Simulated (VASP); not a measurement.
**Run report: GeSi₃, geometry relaxation (part 2 of 2)**

The same run, continued: GeSi₃ (Pm-3m, 4 atoms in the cell); Kohn-Sham DFT of a periodic cell, PBE, VASP PAW PBE potentials, recommended, no spin polarisation (VASP 6.6.1); cutoff 520 eV, 5×5×5 k-mesh, Gaussian smearing of 0.15 eV. The structure was made by swapping elements on the sites of another compound; it need not be a known phase.

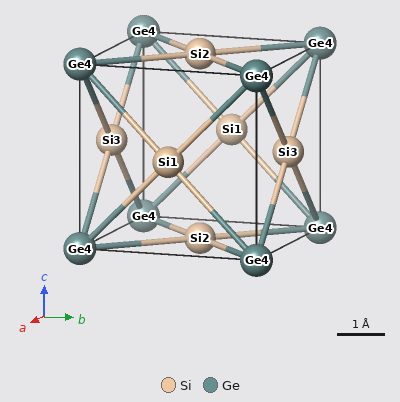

**Figure 1.** The geometry at step 1 of the log (ball-and-stick view of the cell of the calculation, seen slightly off an axis; atoms are numbered from 1 in the order of the input).

## Parts of OUTCAR, continued
```
  FORCE on cell =-STRESS in cart. coord.  units (eV):
  Direction    XX          YY          ZZ          XY          YZ          ZX
  --------------------------------------------------------------------------------------
  -------------------------------------------------------------------------------------
  Total       -1.8948682     -1.8948682     -1.8948682     -0.0000000     -0.0000000      0.0000000
  in kB      -43.9413873    -43.9413873    -43.9413873     -0.0000000     -0.0000000      0.0000000
  external PRESSURE =     -43.9413873 kB  Pullay stress =       0.0000000 kB

 VOLUME and BASIS-vectors are now :
 -----------------------------------------------------------------------------
  energy-cutoff  :      520.00
  volume of cell :       69.09
      direct lattice vectors                 reciprocal lattice vectors
     4.103350450  0.000000000  0.000000000     0.243703289  0.000000000  0.000000000
     0.000000000  4.103350450  0.000000000     0.000000000  0.243703289  0.000000000
     0.000000000  0.000000000  4.103350450     0.000000000  0.000000000  0.243703289

 POSITION                                       TOTAL-FORCE (eV/Angst)
 -----------------------------------------------------------------------------------
      0.00000      2.05168      2.05168         0.000000      0.000000      0.000000
      2.05168      2.05168      0.00000         0.000000      0.000000      0.000000
      2.05168      0.00000      2.05168         0.000000      0.000000      0.000000
      0.00000      0.00000      0.00000         0.000000      0.000000      0.000000
 -----------------------------------------------------------------------------------
    total drift:                                0.000000      0.000000      0.000000

  FREE ENERGIE OF THE ION-ELECTRON SYSTEM (eV)
  ---------------------------------------------------
  free  energy   TOTEN  =       -18.5350625752 eV

  energy  without entropy=      -18.5065650916  energy(sigma->0) =      -18.52081383

--------------------------------------- Ionic step        2  -------------------------------------------

 number of electron      25.9999911 magnetization

 Free energy of the ion-electron system (eV)
  ---------------------------------------------------
  ext. energy  EPLUGINS =         0.00000000
  ---------------------------------------------------
  free energy    TOTEN  =       -18.60773851 eV

  energy without entropy =      -18.58162141  energy(sigma->0) =      -18.59467996

 E-fermi :   8.7325     XC(G=0): -11.1008     alpha+bet :-14.8204

 val. band max:        8.6381628382   @ k =   0.4000   0.4000   0.0000
 cond. band min:       8.7572597736   @ k =   0.2000   0.2000   0.2000
 fundamental gap:      0.1190969354
 Fermi energy:         8.7324665342

 k-point     1 :       0.0000    0.0000    0.0000
  band No.  band energies     occupation
      1     -15.9751      2.00000
      2     -15.9751      2.00000
      3     -15.9721      2.00000
      4     -15.9721      2.00000
      5     -15.9721      2.00000
      6      -5.0301      2.00000
      7       3.5313      2.00000
      8       3.8575      2.00000
      9       3.8575      2.00000
     10       3.8575      2.00000
     11       4.3166      2.00000
     12       4.3166      2.00000
     13      11.5454      0.00000
     14      11.5454      0.00000
     15      11.5765      0.00000
     16      11.7965      0.00000
     17      11.8004      0.00000

 k-point     2 :       0.2000    0.0000    0.0000
  band No.  band energies     occupation
      1     -15.9749      2.00000
      2     -15.9729      2.00000
      3     -15.9729      2.00000
      4     -15.9728      2.00000
      5     -15.9720      2.00000
      6      -4.6671      2.00000
      7       0.7541      2.00000
      8       4.0907      2.00000
      9       4.2142      2.00000
     10       4.2142      2.00000
     11       4.6069      2.00000
     12       7.7431      2.00000
     13       9.4321      0.00000
     14       9.4324      0.00000
     15       9.9381      0.00000
     16      10.0004      0.00000
     17      12.0089      0.00000

 k-point     3 :       0.4000    0.0000    0.0000
  band No.  band energies     occupation
      1     -15.9746      2.00000
      2     -15.9743      2.00000
      3     -15.9743      2.00000
      4     -15.9719      2.00000
      5     -15.9690      2.00000
      6      -3.5891      2.00000
      7      -1.7362      2.00000
      8       4.7928      2.00000
      9       5.2779      2.00000
     10       5.2779      2.00000
     11       5.3150      2.00000
     12       7.0378      2.00000
     13       7.0378      2.00000
     14       7.9529      2.00000
     15       8.1607      2.00000
     16      11.8869      0.00000
     17      13.0147      0.00000

 k-point     4 :       0.2000    0.2000    0.0000
  band No.  band energies     occupation
      1     -15.9740      2.00000
      2     -15.9736      2.00000
      3     -15.9728      2.00000
      4     -15.9728      2.00000
      5     -15.9715      2.00000
      6      -4.3048      2.00000
      7       0.9687      2.00000
      8       1.2548      2.00000
      9       4.5248      2.00000
     10       4.5703      2.00000
     11       6.8658      2.00000
     12       7.8110      2.00000
     13       8.0643      2.00000
     14       9.7660      0.00000
     15       9.7865      0.00000
     16      10.4140      0.00000
     17      10.4617      0.00000

 k-point     5 :       0.4000    0.2000    0.0000
  band No.  band energies     occupation
      1     -15.9755      2.00000
      2     -15.9742      2.00000
      3     -15.9731      2.00000
      4     -15.9727      2.00000
      5     -15.9680      2.00000
      6      -3.2291      2.00000
      7      -1.3800      2.00000
      8       2.1395      2.00000
      9       3.7615      2.00000
     10       5.6326      2.00000
     11       6.2011      2.00000
     12       7.3869      2.00000
     13       7.4765      2.00000
     14       9.7152      0.00000
     15      10.7476      0.00000
     16      10.8059      0.00000
     17      11.1318      0.00000

 [... the levels of 4 k-points are left out ...]

 k-point    10 :       0.4000    0.4000    0.4000
  band No.  band energies     occupation
      1     -15.9771      2.00000
      2     -15.9771      2.00000
      3     -15.9771      2.00000
      4     -15.9652      2.00000
      5     -15.9652      2.00000
      6      -0.7810      2.00000
      7       0.6700      2.00000
      8       1.1909      2.00000
      9       1.1909      2.00000
     10       3.0831      2.00000
     11       3.2027      2.00000
     12       3.2027      2.00000
     13       4.8294      2.00000
     14      14.4534      0.00000
     15      14.4589      0.00000
     16      14.6244      0.00000
     17      15.2639      0.00000

------------------------ aborting loop because EDIFF is reached ----------------------------------------

  FORCE on cell =-STRESS in cart. coord.  units (eV):
  Direction    XX          YY          ZZ          XY          YZ          ZX
  --------------------------------------------------------------------------------------
  -------------------------------------------------------------------------------------
  Total       -0.2498363     -0.2498363     -0.2498363      0.0000000      0.0000000     -0.0000000
  in kB       -6.2097055     -6.2097055     -6.2097055      0.0000000      0.0000000     -0.0000000
  external PRESSURE =      -6.2097055 kB  Pullay stress =       0.0000000 kB

 VOLUME and BASIS-vectors are now :
 -----------------------------------------------------------------------------
  energy-cutoff  :      520.00
  volume of cell :       64.46
      direct lattice vectors                 reciprocal lattice vectors
     4.009575072  0.000000000  0.000000000     0.249402987  0.000000000  0.000000000
    -0.000000000  4.009575072  0.000000000    -0.000000000  0.249402987  0.000000000
    -0.000000000 -0.000000000  4.009575072    -0.000000000 -0.000000000  0.249402987

 POSITION                                       TOTAL-FORCE (eV/Angst)
 -----------------------------------------------------------------------------------
     -0.00000      2.00479      2.00479        -0.000000      0.000000      0.000000
      2.00479      2.00479      0.00000         0.000000      0.000000      0.000000
      2.00479     -0.00000      2.00479         0.000000      0.000000      0.000000
      0.00000      0.00000      0.00000        -0.000000     -0.000000      0.000000
 -----------------------------------------------------------------------------------
    total drift:                                0.000000      0.000000      0.000000

  FREE ENERGIE OF THE ION-ELECTRON SYSTEM (eV)
  ---------------------------------------------------
  free  energy   TOTEN  =       -18.6077385122 eV

  energy  without entropy=      -18.5816214125  energy(sigma->0) =      -18.59467996

 reached required accuracy - stopping structural energy minimisation
```

## CONTCAR
```
Si3Ge
   1.00000000000000
     4.0095750721393051    0.0000000000000000    0.0000000000000000
    -0.0000000000000000    4.0095750721393051    0.0000000000000000
    -0.0000000000000000   -0.0000000000000000    4.0095750721393051
  Si              Ge
     3     1
Direct
     0.0000000000000000    0.5000000000000000    0.5000000000000000
     0.5000000000000000    0.5000000000000000    0.0000000000000000
     0.5000000000000000    0.0000000000000000    0.5000000000000000
     0.0000000000000000    0.0000000000000000    0.0000000000000000

  0.00000000E+00  0.00000000E+00  0.00000000E+00
  0.00000000E+00  0.00000000E+00  0.00000000E+00
  0.00000000E+00  0.00000000E+00  0.00000000E+00
  0.00000000E+00  0.00000000E+00  0.00000000E+00
```

## Trajectory as extended XYZ (Å, eV, eV/Å), 2 frames, from step=0 to step=1
```
4
Lattice="4.1034 0.0000 0.0000 0.0000 4.1034 0.0000 0.0000 0.0000 4.1034" Properties=species:S:1:pos:R:3:forces:R:3 step=0 energy=-18.53506
Si    0.0000    2.0517    2.0517    0.0000   0.0000   0.0000
Si    2.0517    2.0517    0.0000    0.0000   0.0000   0.0000
Si    2.0517    0.0000    2.0517    0.0000   0.0000   0.0000
Ge    0.0000    0.0000    0.0000    0.0000   0.0000   0.0000
4
Lattice="4.0096 0.0000 0.0000 -0.0000 4.0096 0.0000 -0.0000 -0.0000 4.0096" Properties=species:S:1:pos:R:3:forces:R:3 step=1 energy=-18.60774
Si    0.0000    2.0048    2.0048    0.0000   0.0000   0.0000
Si    2.0048    2.0048    0.0000    0.0000   0.0000   0.0000
Si    2.0048    0.0000    2.0048    0.0000   0.0000   0.0000
Ge    0.0000    0.0000    0.0000    0.0000   0.0000   0.0000
```

The run was set up as follows.

## INCAR
```
SYSTEM = Si3Ge
PREC = Normal
ENCUT = 520
EDIFF = 1E-4
ISMEAR = 0
SIGMA = 0.15
LREAL = .FALSE.
LASPH = .TRUE.
NELM = 60
ALGO = Fast
ISIF = 3
LWAVE = .FALSE.
LCHARG = .FALSE.
GGA = PE
IBRION = 2
NSW = 24
EDIFFG = -0.08
```

## KPOINTS
```
Automatic mesh
0
G
  5 5 5
  0 0 0
```

## POSCAR
```
Si3Ge
1.0
    4.1033504500      0.0000000000      0.0000000000
    0.0000000000      4.1033504500      0.0000000000
    0.0000000000      0.0000000000      4.1033504500
Si Ge
3 1
Direct
    0.0000000000      0.5000000000      0.5000000000
    0.5000000000      0.5000000000      0.0000000000
    0.5000000000      0.0000000000      0.5000000000
    0.0000000000      0.0000000000      0.0000000000
```

Run as:
```bash
cat potpaw_PBE.64/Si/POTCAR potpaw_PBE.64/Ge_d/POTCAR > POTCAR
mpirun -np 1 vasp_std > vasp.out
```

## Key numbers

```json
{"quantity": "outcome", "value": "converged"}
{"quantity": "space group (tolerance 0.01 Å)", "value": "Pm-3m (221)"}
{"quantity": "electrons treated", "value": "26"}
{"quantity": "free energy", "value": "−18.6077 eV"}
{"quantity": "gap on the k-point mesh", "value": "none (metallic)"}
{"quantity": "pressure", "value": "−0.62 GPa"}
{"quantity": "final volume", "value": "64.46 Å³"}
{"quantity": "largest force (length of the vector) at the end", "value": "under 0.001 eV/Å"}
{"quantity": "final cell", "value": "a = 4.010 Å, b = 4.010 Å, c = 4.010 Å, α = 90.00°, β = 90.00°, γ = 90.00°"}
{"quantity": "hardware", "value": "1 thread of Intel Xeon (Granite Rapids), 64 GiB of memory available, shared host"}
{"quantity": "wall time", "value": "4.5 s"}
{"quantity": "peak memory", "value": "0.14 GiB"}
```

## Notes

The volume changed by more than 5 % on the plane waves of the start, so the result carries a basis error; a second relaxation from the end is advised.
